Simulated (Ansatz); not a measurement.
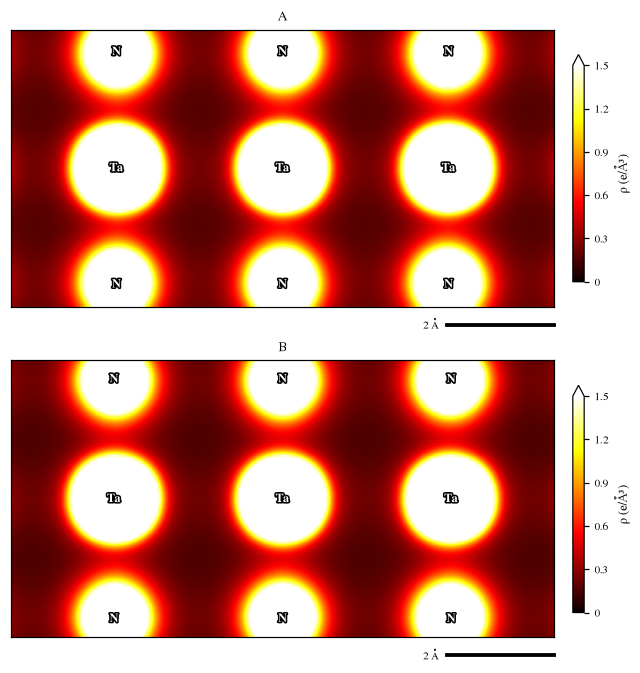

TaN. The valence electron density of two cells that differ in size and shape, on the (101̄) plane of each (indices in the axes of the calculation cell), at one length scale and on one colour scale; one has 10.4 and the other 11.0 Å³ an atom.

Space group I4/mmm; a structure from a database of computed crystals, not necessarily the ambient phase.

Method: Kohn-Sham DFT of a periodic cell, PBE, Ansatz PAW (Ansatz).

Core electrons are frozen (PAW), and the valence fields are smoothed inside the atomic spheres.

### Which is the denser cell? Describe the effect of the change.

Panel A is the smaller cell, by 6 % in volume. From the larger cell to the smaller, Ta–N goes from 2.23 to 2.17 Å, and the density at its midpoint from 0.5 to 0.58 e/Å³; the pressure goes from −7 to 13 GPa.
